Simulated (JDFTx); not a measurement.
## Energy of Pt along an even scaling of the cell

System: Pt (Fm-3m, 1 atom in the cell).
Method: Kohn-Sham DFT of a periodic cell, PBEsol, PseudoDojo-SR-PBEsol-0.4.1-standard, no spin polarisation (JDFTx 1.7.0 (patched build)).

The 7 runs differ only in the geometry, by an even scaling of the cell at fixed fractional positions. The structure derives from an entry of the Crystallography Open Database.

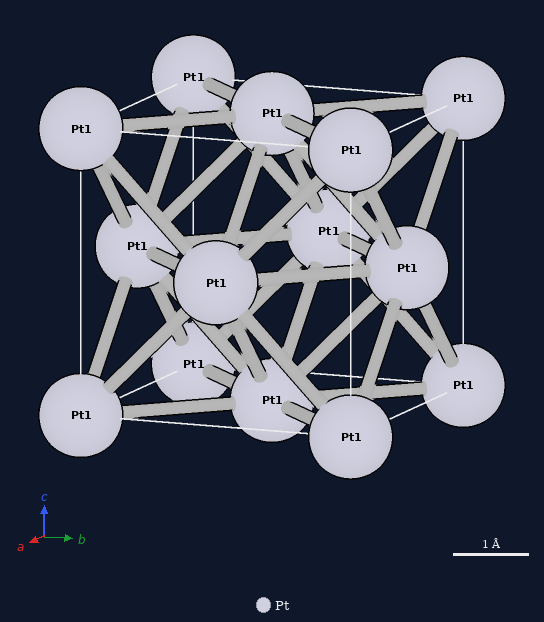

Figure 1. The structure of run 4 (ball-and-stick view of the cell 4 times as large as that of the calculation, set on its symmetry axes, seen slightly off an axis; atoms are numbered from 1 in the order of the input). An atom can appear more than once, as a periodic image.

**Input of run 4**
```
lattice \
    0.0000000000     3.7055639578     3.7055639578 \
    3.7055639578     0.0000000000     3.7055639578 \
    3.7055639578     3.7055639578     0.0000000000
coords-type Lattice
ion Pt     0.0000000000     0.0000000000     0.0000000000 1

ion-species pseudo/Pt.upf
elec-cutoff 42
elec-ex-corr gga-PBEsol
kpoint-folding 12 12 12
elec-smearing Fermi 0.0018374661
elec-n-bands 15
electronic-SCF nIterations 100 energyDiffThreshold 1e-09
electronic-minimize nIterations 30 energyDiffThreshold 1e-7
forces-output-coords Cartesian

dump-name run.$VAR
dump End Ecomponents EigStats BandEigs Kpoints Forces Stress
```

Command:
```bash
jdftx -c 1 -i Pt.in -o Pt.out
```

Lattice vectors (Å) and fractional positions of run 4:
```
   0.000000    1.960900    1.960900
   1.960900    0.000000    1.960900
   1.960900    1.960900    0.000000
Pt  0.000000  0.000000  0.000000
```

Run 5 differs from it as follows:
```diff
-    0.0000000000     3.7055639578     3.7055639578 \
-    3.7055639578     0.0000000000     3.7055639578 \
-    3.7055639578     3.7055639578     0.0000000000
+    0.0000000000     3.7301048317     3.7301048317 \
+    3.7301048317     0.0000000000     3.7301048317 \
+    3.7301048317     3.7301048317     0.0000000000
```

**Results, with one run withheld**

```tsv
run	volume per atom (Å³)	free energy per atom, from the lowest run given (meV)	pressure (GPa)
1	14.175	47.75	19.31
2	14.477	18.73	11.59
3	14.778	3.36	4.80
4	15.080	0.00	−1.20
5	15.381	?	?
6	15.683	23.83	−11.12
7	15.985	48.63	−15.22
```

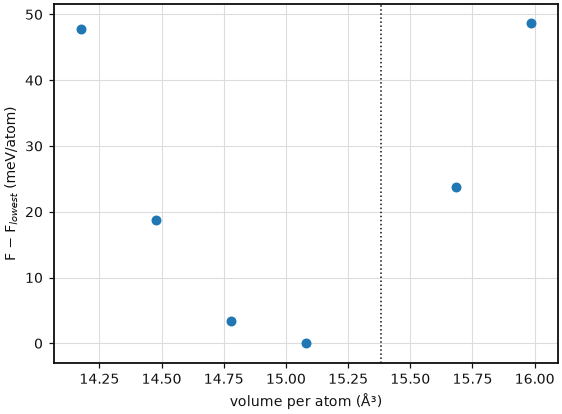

Figure 2. Free energy per atom of the runs given; the dotted line marks run 5.

Fit the runs given and predict run 5.

A cubic polynomial in V^(−2/3) (the Birch–Murnaghan form), fitted to the 6 runs given, misses them by at most 0.02 meV per atom. With x = V^(−2/3) − 0.16436 Å⁻², it reads F = −0.20287 + 187.6 x + 1.123e+06 x² + 4.4464e+06 x³ (meV per atom). At run 5 it gives 7.23 meV per atom, and the run itself gives 7.24. The slope of the fit gives a pressure −dF/dV of −6.42 GPa there, and the run prints −6.46 GPa. The fit has its minimum at 15.019 Å³ per atom, where V d²F/dV² gives 287 GPa: the bulk modulus at this level, since symmetry fixes the shape and the positions.

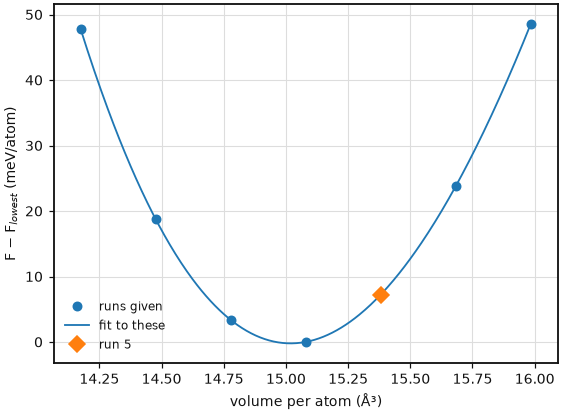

Figure 3. The fit and the withheld run.

**Some lines of the output (run 5)**
```
[...]
unit cell volume = 103.799
     Etot =     -121.2458783143505627
        F =     -121.2464620459993085
	HOMO-LUMO gap: +0.000238
	Optical gap  : +0.004404 at state 39 ( [ +0.000000 +0.416667 +0.416667 ] spin 0 )
```

Notes: Spin–orbit coupling is left out, which matters for Pt.
